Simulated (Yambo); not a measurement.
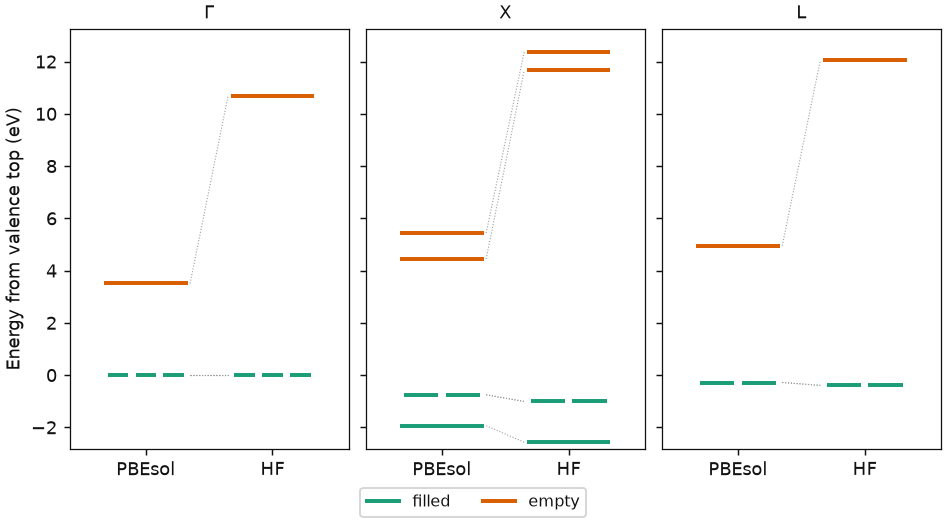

Levels at Γ, X and L in PBEsol and in HF, each set counted from its own valence top. Only the states that were corrected are drawn, so degenerate partners can be missing.

System: rocksalt NaI, space group Fm-3m (No. 225), 2 atoms in the primitive cell; cubic a = 6.473 Å. Starting point: PBEsol, PseudoDojo 0.4.1 SR PBEsol standard, no spin polarisation, no spin-orbit coupling, 4×4×4 k mesh, 1197 eV cutoff, fixed occupations (Yambo 5.3.0). Many-body step: HF with cutoff of exchange and Vxc 88 Ry.

Q: What does HF do to the gap?

A: Over the k points that were corrected, the smallest gap goes from 3.51 eV in PBEsol (direct at Γ) to 10.69 eV in HF (direct at Γ), a change of +7.18 eV (+205 %).

Q: Is the correction a rigid shift of the empty levels?

A: Counted from the valence top, the lowest empty level moves by +7.18 eV at Γ, +7.21 eV at X and +7.09 eV at L; over the 8 points that were corrected the shifts run from +7.09 to +7.43 eV: a spread of 0.34 eV on a mean of 7.26 eV, so one scissor shift describes this level well. Only two empty levels a point were corrected, so a higher one could drop under them. The top filled level also moves against the valence top, by −0.26 eV at X.

| k point | PBEsol direct gap (eV) | HF direct gap (eV) |
| --- | --- | --- |
| Γ | 3.51 | 10.69 |
| X | 5.20 | 12.67 |
| L | 5.23 | 12.43 |

Hartree-Fock has no screening and overstates gaps by far. The k mesh is coarse (spacing up to 0.42 Å⁻¹), so the values aren't converged. Spin-orbit coupling is left out, which matters for I.
